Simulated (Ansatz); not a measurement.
# Fe7Co: what the fields show

```yaml
crystal:
  lattice:
    - [5.70113, 0.00000, 0.00000]
    - [0.00000, 5.70113, 0.00000]
    - [0.00000, 0.00000, 5.70113]
  atoms:
    - { symbol: Fe, position: [0.50000, 0.00000, 0.00000] }
    - { symbol: Fe, position: [0.00000, 0.50000, 0.50000] }
    - { symbol: Fe, position: [0.00000, 0.00000, 0.50000] }
    - { symbol: Fe, position: [0.50000, 0.50000, 0.00000] }
    - { symbol: Fe, position: [0.00000, 0.50000, 0.00000] }
    - { symbol: Fe, position: [0.50000, 0.00000, 0.50000] }
    - { symbol: Fe, position: [0.25000, 0.25000, 0.75000] }
    - { symbol: Fe, position: [0.75000, 0.75000, 0.25000] }
    - { symbol: Fe, position: [0.25000, 0.75000, 0.25000] }
    - { symbol: Fe, position: [0.75000, 0.25000, 0.75000] }
    - { symbol: Fe, position: [0.75000, 0.25000, 0.25000] }
    - { symbol: Fe, position: [0.25000, 0.75000, 0.75000] }
    - { symbol: Fe, position: [0.25000, 0.25000, 0.25000] }
    - { symbol: Fe, position: [0.75000, 0.75000, 0.75000] }
    - { symbol: Co, position: [0.00000, 0.00000, 0.00000] }
    - { symbol: Co, position: [0.50000, 0.50000, 0.50000] }
```

Space group Im-3m; a structure from a database of computed crystals, not necessarily the ambient phase; spin-polarised.

The calculation used DFT r2SCAN, scalar-relativistic, plane waves, PAW in Ansatz.

In a PAW calculation such maps are meaningful between the atoms, not at the nuclei.

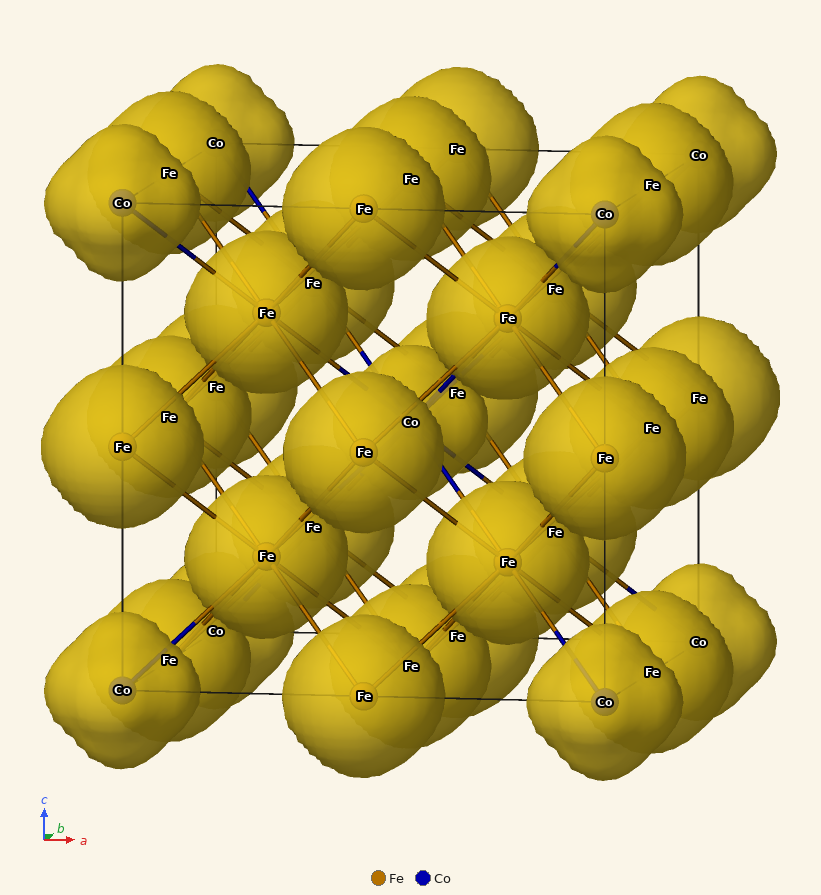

Figure 1. Isosurfaces of the spin density (up minus down) at +0.1 (yellow) and −0.1 e/Å³ (cyan), seen slightly off an axis. Sticks mark near contacts.

> Which atoms carry the moments, and with what signs?

The spin density sits on Fe: +2.8 μB (×14); Co: +1.9 μB (×2) in one cell of 16 atoms: parallel moments (a ferromagnetic arrangement) in this solution. The cell of the calculation (8 atoms) carries 20.1 μB of net spin moment. Only one sign reaches the isovalue.

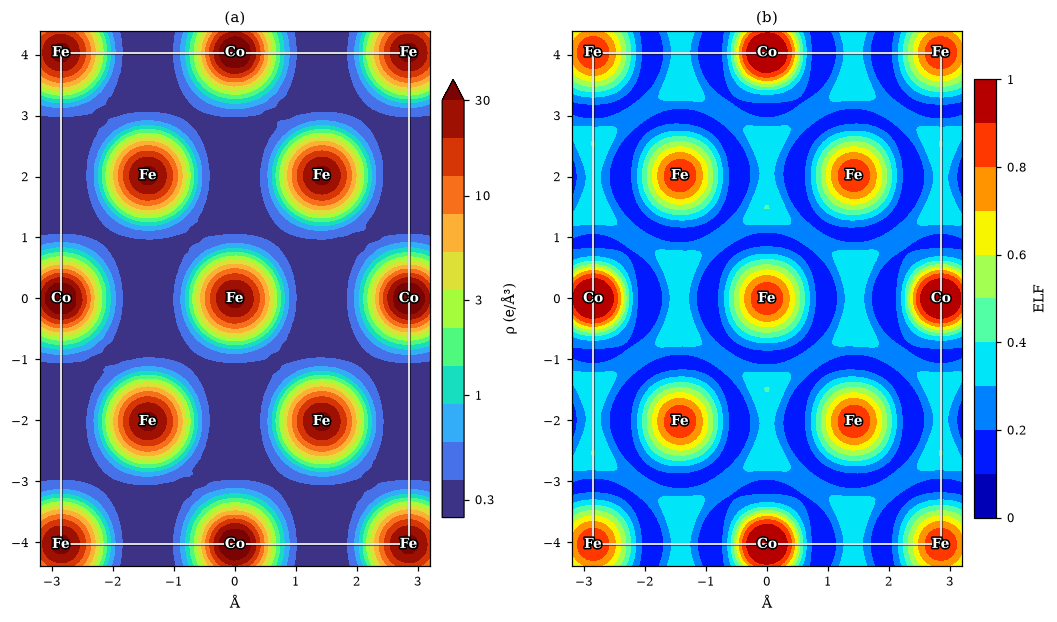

Figure 2. (a) valence electron density; (b) ELF on the (11̄0) plane of the conventional cell.

> Read the bonding off the picture.

- The plane passes through Fe and Co nuclei.
- Fe–Fe (2.47 Å): ρ at the midpoint is about 0.34 e/Å³; the ELF is about 0.25 at the midpoint; no localised pair shows between them.
- Fe–Co (2.47 Å): ρ is about 0.33 e/Å³ halfway; the ELF is about 0.25 at the midpoint; no localised pair shows between them.
- Between the atoms the lowest density in this plane is 0.24 e/Å³.
- The features right at Fe and Co lie inside the PAW spheres, where the map follows smoothed inner orbitals and isn't to be read closely.

> Metal or insulator at this level of theory?

It is gapless in this calculation (a metal or semimetal).
